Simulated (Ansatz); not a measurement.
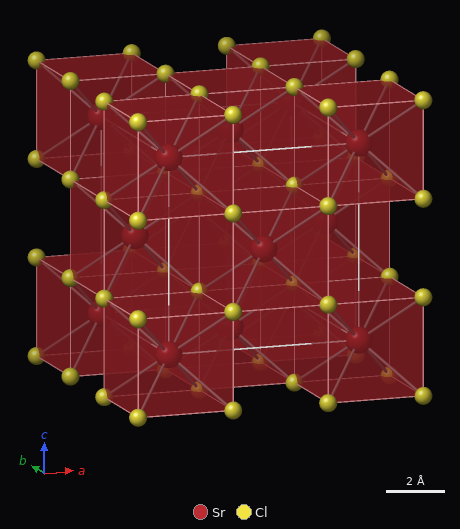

This is a crystal of SrCl2 (set up in Fm-3m). Style: polyhedral. Shown: the conventional cell (4 times the calculation's cell), slightly off an axis. Lengths and directions refer to the drawn axes.

All numbers below come from Ansatz, DFT, LDA, PAW with Ansatz's default frozen-core files, scalar-relativistic. Settings: plane-wave cutoff 420 eV; k-point mesh 8 × 8 × 8; occupations fermi dirac; smearing width 0.01 eV; no spin polarisation.

Now this is done to it. The cell is strained by +1.0 % along c and none across it (volume +1.0 %), the atoms keeping their fractional coordinates. No relaxation follows.

### Predict the response.

Energy change: +5.4 meV per atom. Pressure: −2.8 GPa before, −3.1 GPa after. The principal stresses (compression positive) are −3.4 GPa along c and −2.9 GPa across it. All forces vanish by symmetry. Near-neighbour distances before and after: Cl–Sr 3.019 → 3.029 Å. The space group (tolerance 0.01 Å) goes from Fm-3m (No. 225) to I4/mmm (No. 139).
